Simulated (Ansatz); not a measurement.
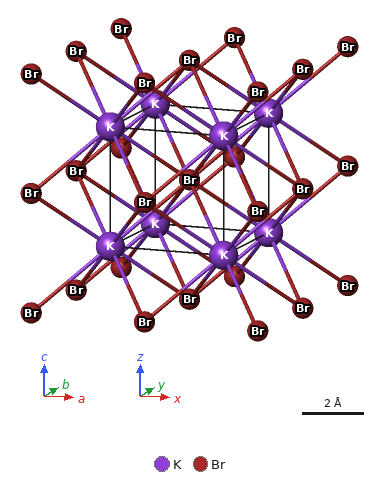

A crystal of KBr (Pm-3m): the ratio of the cell's length along [111] to its lengths across, counted as 1 for the reference, is changed at fixed volume (a trigonal path), with the atoms kept at their fractional coordinates. x, y and z are the Cartesian axes of the input. The picture shows the reference cell. Style: ball-and-stick. Shown: the cell of the calculation, slightly off an axis.

Level of theory: Ansatz, DFT PBEsol, scalar-relativistic, plane waves, PAW. Settings: plane-wave cutoff 420 eV; k-point mesh 6 × 6 × 6; occupations gaussian; smearing width 0.05 eV; no spin polarisation. Energies (free energies at the smearing named) are counted from the cell as listed in its source, which wasn't relaxed.

```
CELL_PARAMETERS angstrom
4.04350 0.00000 0.00000
0.00000 4.04350 0.00000
0.00000 0.00000 4.04350
ATOMIC_POSITIONS crystal
K 0.00000 0.00000 0.00000
Br 0.50000 0.50000 0.50000
```

What energies does the calculation give (the relative ratio: 0.50, 0.60, 0.71, 0.85, 0.93, 1.00, 1.08, 1.20, 1.41, 1.70, 2.00)?

| axial ratio over its reference value | ΔE (meV/atom) |
| --- | --- |
| 0.50 | 2711 |
| 0.60 | 867 |
| 0.71 | 217 |
| 0.85 | 22 |
| 0.93 | 3 |
| 1.00 | 0 |
| 1.08 | 1 |
| 1.20 | 0 |
| 1.41 | −14 |
| 1.70 | −40 |
| 2.00 | −53 |

The lowest computed point lies at the relative ratio 2.00 (−53 meV/atom). The energy is still falling at the end of the range, so the minimum along this coordinate lies there or beyond. The unrelaxed reference is under a pressure of −1.2 GPa. The distortion takes the space group from Pm-3m to R-3m, except for Fm-3m at 2.00. At the relative ratio 2.00 the cell of the drawing goes a 4.043 → 4.539 Å, b 4.043 → 4.539 Å, c 4.043 → 4.539 Å, α 90.0° → 60.0°, β 90.0° → 60.0°, γ 90.0° → 60.0°. The band gap on the mesh, 3.71 eV in the reference, closes at 0.50.

As a plot:

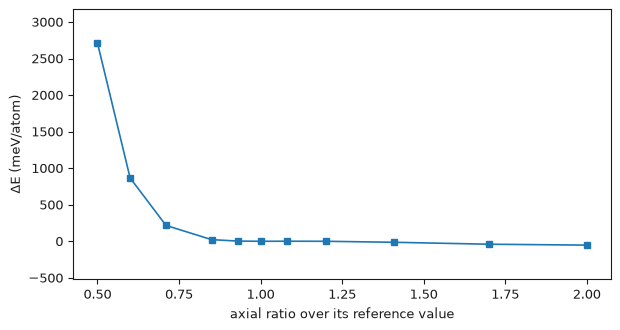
